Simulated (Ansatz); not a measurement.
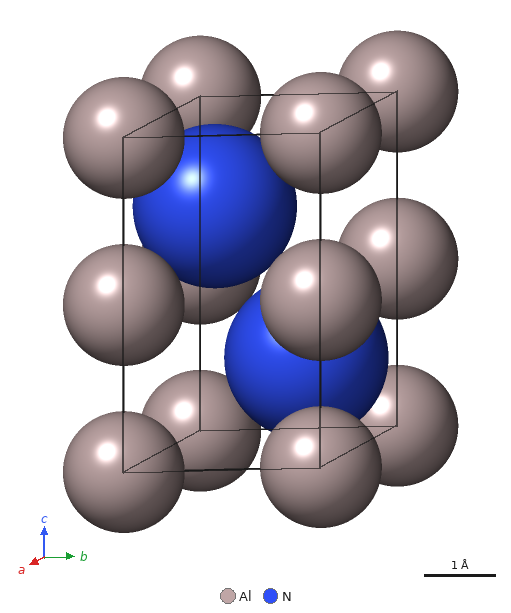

An orthographic space-filling view of the structure, slightly off an axis. The unit cell is drawn as a box.

AlN, a = 2.833 Å, b = 2.802 Å, c = 4.841 Å, α = 90.00°, β = 90.00°, γ = 118.90°. Strictly the space group is P2_1/m (No. 11, within 0.01 Å). It is a distorted form of a primitive hexagonal structure, space group P6_3/mmc (No. 194) within 0.25 Å: nickel arsenide (NiAs) type. The initial geometry was a structure type filled with these elements by a generator (whether the compound takes this form wasn't checked). The cell was then strained or its atoms displaced on purpose. It was the input of a calculation with Ansatz.

This one geometry was computed with Ansatz (DFT, plane waves, PAW) at three levels of theory: r2SCAN, HSE06 and PBE. It was relaxed with r2SCAN and then strained.

Which level gives the highest pressure at this volume, and what does that say about its equilibrium volume?

Answer. Highest: PBE (6.5 GPa), which points to the largest equilibrium volume. Lowest, with the smallest volume: HSE06 (-1.5 GPa). Levels within 0.5 GPa of each other can't be told apart.

How does the band gap change with the level of theory?

Answer. PBE: a gap of 4.85 eV, indirect; r2SCAN: a gap of 5.62 eV, indirect; HSE06: a gap of 6.24 eV, indirect.

Collect the results in a table.

Answer.
| level | cutoff (eV) | k-mesh of the run's cell | gap (eV) | pressure (GPa) |
| --- | --- | --- | --- | --- |
| r2SCAN | 500 | 12×12×6 | 5.62 | 0.2 |
| HSE06 | 420 | 9×9×4 | 6.24 | -1.5 |
| PBE | 420 | 12×12×6 | 4.85 | 6.5 |

Gaps are taken on the k-mesh or band path of each run.
